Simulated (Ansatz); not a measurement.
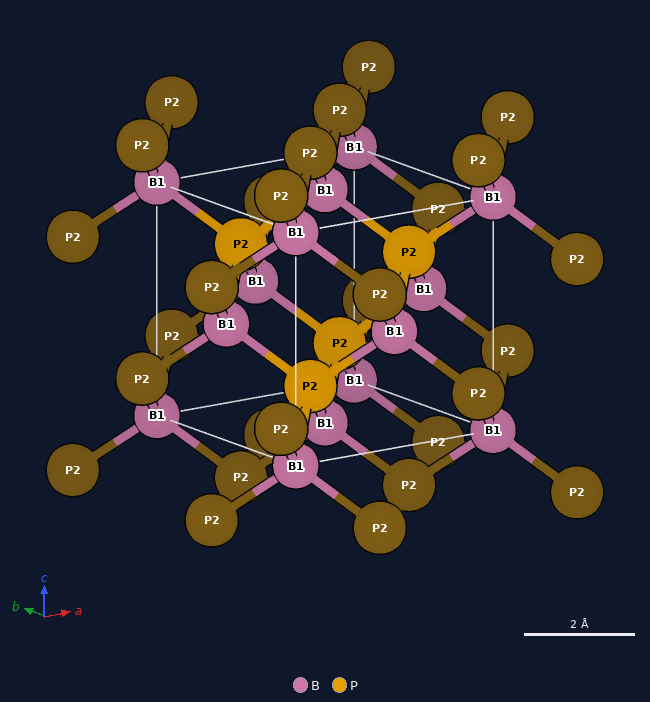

Figure 1. The structure as given in the input (ball-and-stick view of the cell 4 times as large as that of the calculation, set on its symmetry axes, seen at an oblique angle; neighbours outside the cell are drawn fainter; atoms are numbered from 1 in the order of the input). Near neighbours in the crystal (not all of them lie inside the picture): B has 4 P at 1.90 Å; P has 4 B at 1.90 Å.

## From BP to BN

System: BP (F-43m, 2 atoms in the cell).
Method of run A: DFT PBE, scalar-relativistic, plane waves, PAW, no spin polarisation (Ansatz 0.2.0).
System of run B: BN (F-43m, 2 atoms in the cell).

On run A: The structure was made by swapping elements on the sites of another compound; it need not be a known phase. On run B: The structure was made by swapping elements on the sites of another compound; it need not be a known phase. It belongs to a series of runs on one base structure; here: Al -> B on all its sites, cell and atoms relaxed. Text and figures count atoms from 1; the logs count them from 0 in places.

### Input file, run A
```yaml
crystal:
  lattice:
    - [0.0, 2.1943061191, 2.1943061191]
    - [2.1943061191, 0.0, 2.1943061191]
    - [2.1943061191, 2.1943061191, 0.0]
  atoms:
    - { symbol: B, position: [0.0, 0.0, 0.0] }
    - { symbol: P, position: [0.75, 0.75, 0.75] }
basis:
  ecutwfc: 420
kpoints:
  mp_grid: { grid: [8, 8, 8] }
hamiltonian:
  xc: pbe
scf:
  occupations: { method: gaussian, width: 0.1 }
output:
  forces: true
  stress: true
  eigenvalues: true
relax:
  adjacent_minimum: "off"
  f_tol: 0.05
  max_steps: 60
  cell: { stress_tol: 0.5 }
```

Command:
```bash
ansatz run input.yaml --threads 1 --pin off --max-ram 2560MiB --backend cpu --events-out ev --progress --plain --runs-dir out
```

Hardware: 1 thread of Intel Xeon @ 2.90GHz (Ice Lake), 192 GiB of memory available, shared host.

### Output, shortened to warnings, some set-up lines, iterations and results (run A)
```
Basis set: ecut = 420 eV, 411 PW (Γ), exchange–correlation on 48×48×48 points (8 copies of the dense FFT grid, shifted against one another)
Symmetry: 24 space group operations
k-points: 29 of 512 (time reversal used)
Initial density: superposition of atomic densities (neutral atoms: chi_scale 0, normalization atom), corrected by the library's trained network
[...]
SCF iter   1: F=—  HF=-912.298704 eV  |F-HF|=—  |Δ(HF+E_count)|=         —  Δρ=1.94e-3  dr2=5.33e-4  ethr=1.77e-3  ⟨swp⟩=6.1  Hψ=2072  notcnv=0
SCF iter   2: F=—  HF=-912.298847 eV  |F-HF|=—  |Δ(HF+E_count)|=   1.43e-4  Δρ=9.70e-4  dr2=1.54e-4  ethr=6.67e-6  ⟨swp⟩=2.2  Hψ=547  notcnv=0
SCF iter   3: F=—  HF=-912.298853 eV  |F-HF|=—  |Δ(HF+E_count)|=   6.46e-6  Δρ=3.43e-4  dr2=1.01e-5  ethr=1.93e-6  ⟨swp⟩=2.7  Hψ=348  notcnv=0
SCF iter   4: F=—  HF=-912.298868 eV  |F-HF|=—  |Δ(HF+E_count)|=   1.48e-5  Δρ=1.06e-4  dr2=1.68e-6  ethr=1.26e-7  ⟨swp⟩=2.3  Hψ=350  notcnv=0
SCF iter   5: F=—  HF=-912.298869 eV  |F-HF|=—  |Δ(HF+E_count)|=   6.23e-7  Δρ=2.41e-5  dr2=1.50e-7  ethr=2.10e-8  ⟨swp⟩=2.0  Hψ=344  notcnv=0
[... 24 lines ...]
SCF iter   2: F=—  HF=-912.445137 eV  |F-HF|=—  |Δ(HF+E_count)|=   9.84e-6  Δρ=1.43e-4  dr2=5.60e-7  ethr=2.59e-8  ⟨swp⟩=2.3  Hψ=350  notcnv=0
SCF iter   3: F=—  HF=-912.445142 eV  |F-HF|=—  |Δ(HF+E_count)|=   5.46e-6  Δρ=2.57e-5  dr2=8.29e-8  ethr=7.00e-9  ⟨swp⟩=2.0  Hψ=348  notcnv=0
SCF iter   4: F=-912.445142 eV  HF=-912.445142 eV  |F-HF|=4.98e-10  |Δ(HF+E_count)|=   6.62e-8  Δρ=1.89e-6  dr2=2.63e-10  ethr=2.50e-11  ⟨swp⟩=5.0  Hψ=1300  notcnv=0
SCF 5 converged in 4 iterations: F = -912.445142 eV  dr2 = 2.63e-10
relax step   5: F+E_penalty+E_count = -912.44514240 eV  Δ(F+E_penalty+E_count) = -3.498e-3 eV  max|allowed force component| = 9.714e-17 eV/Å  Δτ_max = 0.0000 Å  P = +0.186 …
basis re-selected at this cell: Δ(F+E_penalty+E_count) = -3.498e-3 eV, ΔP = +0.188 GPa vs the last step (what re-selecting the basis moved, of the pressure what is left beyond the Pulay correction that the steps carried, after the strain that the cell walked since its last selection, with what the …
SCF converged after 4 iterations
Free energy (F): -912.445142 eV
Harris-Foulkes:  -912.445142 eV  (|F-HF|=4.98e-10)
Internal energy: -912.445142 eV  (E = F + TS)
E sigma→0 (E₀):  -912.445142 eV
Fermi energy:    9.823073 eV
--- Per-component energies (eV) ---
  E_band       = 21.733473
  E_kinetic    = 121.420671
  E_local      = -68.333986  (includes V_loc(G=0)·N_el)
  E_nonlocal   = 44.984866
  E_hartree    = 17.131742
  E_xc         = -94.763479
  E_vxc        = -100.406700  (∫ρ·V_xc dr)
  E_paw        = -647.948369  (= ΣΔE_a)
  E_vpaw       = -10.194918  (= ΣTr[D̂ρ^β])
  E_aug_tail   = 0.000000  (compensation charges beyond the density's cutoff)
  E_ewald      = -284.936588
  E_smearing   = -0.000000  (= −TS)
  E_closure    = 0.000000  (closes the sum)
  Σ components = -912.445142   (vs F -912.445142, Δ=0.00e0)
--- Forces (eV/Å), atoms counted from 1 ---
  atom   1  B     -0.00000000     0.00000000     0.00000000
  atom   2  P      0.00000000     0.00000000     0.00000000
  max |Σ_I F_I| component: 2.10e-16 eV/Å
--- Stress (GPa, compression-positive) ---
        0.185792      -0.000000      -0.000000
       -0.000000       0.185792       0.000000
       -0.000000       0.000000       0.185792
  P = ⅓ Tr σ = 0.1858 GPa (1.858 kbar)
--- Relaxed structure (4 steps of the walk, 4 accepted, 1 SCFs on fresh bases) ---
  F+E_penalty+E_count = -912.44514240 eV   max|allowed force component| = 9.714e-17 eV/Å   (the final SCF, on the basis selected at the relaxed cell)
  cell:  # Å, volume = 23.5000 Å³
    - [-1.2734901109468589e-33, 2.273419000481457, 2.273419000481457]
    - [2.273419000481457, 2.9427544436487463e-33, 2.273419000481457]
    - [2.273419000481457, 2.273419000481457, 3.732537070932525e-33]
  atoms:
    - { symbol: B, position: [8.200955992981094e-34, -8.118672153586635e-34, -7.1769793249611575e-34] }
    - { symbol: P, position: [0.7499999999999999, 0.7499999999999999, 0.7499999999999999] }
```

For run B the input was changed thus:
```diff
-    - [0.0, 2.1943061191, 2.1943061191]
-    - [2.1943061191, 0.0, 2.1943061191]
-    - [2.1943061191, 2.1943061191, 0.0]
+    - [0.0, 1.9279096136, 1.9279096136]
+    - [1.9279096136, 0.0, 1.9279096136]
+    - [1.9279096136, 1.9279096136, 0.0]
-    - { symbol: P, position: [0.75, 0.75, 0.75] }
+    - { symbol: "N", position: [0.75, 0.75, 0.75] }
```

Predict how the results change.

The total energies belong to different systems, so their difference says nothing on which is more stable or more accurate. The gap on the mesh goes from 1.28 to 4.46 eV. The pressure goes from 0.19 to 0.00 GPa. The volume per atom goes from 11.75 to 5.95 Å³. The SCF takes 39 iterations over all geometry steps against 24.

### Output, shortened to warnings, some set-up lines, iterations and results (run B)
```
Basis set: ecut = 420 eV, 283 PW (Γ), exchange–correlation on 40×40×40 points (8 copies of the dense FFT grid, shifted against one another)
Symmetry: 24 space group operations
k-points: 29 of 512 (time reversal used)
Initial density: superposition of atomic densities (neutral atoms: chi_scale 0, normalization atom), corrected by the library's trained network
[...]
SCF iter   1: F=—  HF=-541.848857 eV  |F-HF|=—  |Δ(HF+E_count)|=         —  Δρ=2.08e-3  dr2=2.09e-4  ethr=1.77e-3  ⟨swp⟩=4.1  Hψ=1440  notcnv=0
SCF iter   2: F=—  HF=-541.848848 eV  |F-HF|=—  |Δ(HF+E_count)|=   8.34e-6  Δρ=1.09e-3  dr2=5.22e-5  ethr=2.62e-6  ⟨swp⟩=2.3  Hψ=577  notcnv=0
SCF iter   3: F=—  HF=-541.848922 eV  |F-HF|=—  |Δ(HF+E_count)|=   7.33e-5  Δρ=9.88e-5  dr2=1.07e-6  ethr=6.53e-7  ⟨swp⟩=2.8  Hψ=360  notcnv=0
SCF iter   4: F=—  HF=-541.848921 eV  |F-HF|=—  |Δ(HF+E_count)|=   1.00e-7  Δρ=3.55e-5  dr2=1.27e-7  ethr=1.34e-8  ⟨swp⟩=1.1  Hψ=235  notcnv=0
SCF iter   5: F=-541.848921 eV  HF=-541.848921 eV  |F-HF|=1.44e-9  |Δ(HF+E_count)|=   1.71e-8  Δρ=6.53e-6  dr2=3.44e-9  ethr=1.58e-9  ⟨swp⟩=2.6  Hψ=364  notcnv=0
[... 45 lines ...]
SCF iter   1: F=—  HF=-542.275761 eV  |F-HF|=—  |Δ(HF+E_count)|=         —  Δρ=2.03e-5  dr2=1.22e-8  ethr=7.19e-9  ⟨swp⟩=3.0  Hψ=2241  notcnv=0
SCF iter   2: F=—  HF=-542.275764 eV  |F-HF|=—  |Δ(HF+E_count)|=   3.20e-6  Δρ=9.31e-6  dr2=3.06e-9  ethr=1.52e-10  ⟨swp⟩=2.0  Hψ=333  notcnv=0
SCF iter   3: F=-542.275764 eV  HF=-542.275764 eV  |F-HF|=5.91e-10  |Δ(HF+E_count)|=   3.80e-9  Δρ=3.57e-6  dr2=9.36e-10  ethr=2.50e-11  ⟨swp⟩=4.5  Hψ=865  notcnv=0
SCF 8 converged in 3 iterations: F = -542.275764 eV  dr2 = 9.36e-10
relax step   8: F+E_penalty+E_count = -542.27576388 eV  Δ(F+E_penalty+E_count) = +1.043e-4 eV  max|allowed force component| = 9.714e-17 eV/Å  Δτ_max = 0.0000 Å  P = +0.005 …
basis re-selected at this cell: Δ(F+E_penalty+E_count) = +1.043e-4 eV, ΔP = -0.015 GPa vs the last step (what re-selecting the basis moved, of the pressure what is left beyond the Pulay correction that the steps carried, after the strain that the cell walked since its last selection, with what the …
SCF converged after 3 iterations
Free energy (F): -542.275764 eV
Harris-Foulkes:  -542.275764 eV  (|F-HF|=5.91e-10)
Internal energy: -542.275764 eV  (E = F + TS)
E sigma→0 (E₀):  -542.275764 eV
Fermi energy:    13.282849 eV
--- Per-component energies (eV) ---
  E_band       = 25.738335
  E_kinetic    = 185.143470
  E_local      = -176.090596  (includes V_loc(G=0)·N_el)
  E_nonlocal   = 56.518633
  E_hartree    = 49.317580
  E_xc         = -93.329519
  E_vxc        = -116.076598  (∫ρ·V_xc dr)
  E_paw        = -206.406050  (= ΣΔE_a)
  E_vpaw       = -22.392129  (= ΣTr[D̂ρ^β])
  E_aug_tail   = 0.000103  (compensation charges beyond the density's cutoff)
  E_ewald      = -357.429385
  E_smearing   = -0.000000  (= −TS)
  E_closure    = 0.000000  (closes the sum)
  Σ components = -542.275764   (vs F -542.275764, Δ=0.00e0)
--- Forces (eV/Å), atoms counted from 1 ---
  atom   1  B     -0.00000000    -0.00000000     0.00000000
  atom   2  N      0.00000000     0.00000000    -0.00000000
  max |Σ_I F_I| component: 1.06e-16 eV/Å
--- Stress (GPa, compression-positive) ---
        0.004810      -0.000000      -0.000000
       -0.000000       0.004810       0.000000
       -0.000000       0.000000       0.004810
  P = ⅓ Tr σ = 0.0048 GPa (0.048 kbar)
--- Relaxed structure (6 steps of the walk, 6 accepted, 2 SCFs on fresh bases) ---
  F+E_penalty+E_count = -542.27576388 eV   max|allowed force component| = 9.714e-17 eV/Å   (the final SCF, on the basis selected at the relaxed cell)
  cell:  # Å, volume = 11.9054 Å³
    - [-2.4932520112434884e-33, 1.812330720679022, 1.812330720679022]
    - [1.812330720679022, 1.6049048910216734e-35, 1.812330720679022]
    - [1.812330720679022, 1.812330720679022, 2.6763131527427945e-34]
  atoms:
    - { symbol: B, position: [5.504758308957597e-34, -2.653522436265004e-34, -6.503731461433833e-34] }
    - { symbol: N, position: [0.75, 0.75, 0.75] }
```

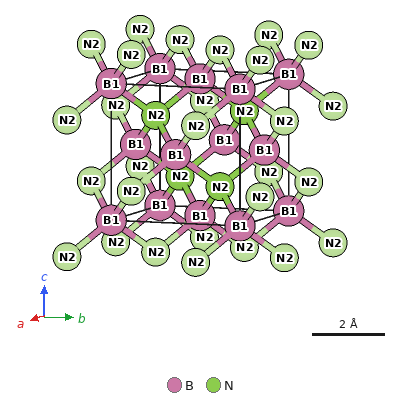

Figure 2. The input structure of run B (ball-and-stick view of the cell 4 times as large as that of the calculation, set on its symmetry axes, seen slightly off an axis; neighbours outside the cell are drawn fainter; atoms are numbered from 1 in the order of the input).

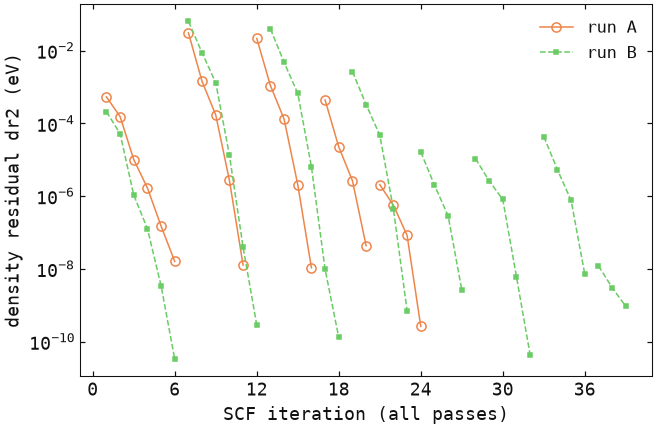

Figure 3. Convergence of the two runs: density residual dr2 against the SCF iteration. A break in a curve parts two SCF passes. Run A takes 24 iterations in all, and run B takes 39.

### The two runs side by side

```csv
quantity,run A,run B
outcome,converged,converged
free energy per atom (eV),−456.2226,−271.1379
gap on the mesh (eV),1.28,4.46
pressure (GPa),0.19,0.00
volume per atom (Å³),11.75,5.95
largest force (eV/Å),0.000,0.000
SCF iterations,24,39
irreducible k-points,29,29
wall time (shared host),4.6 s,4.9 s
```
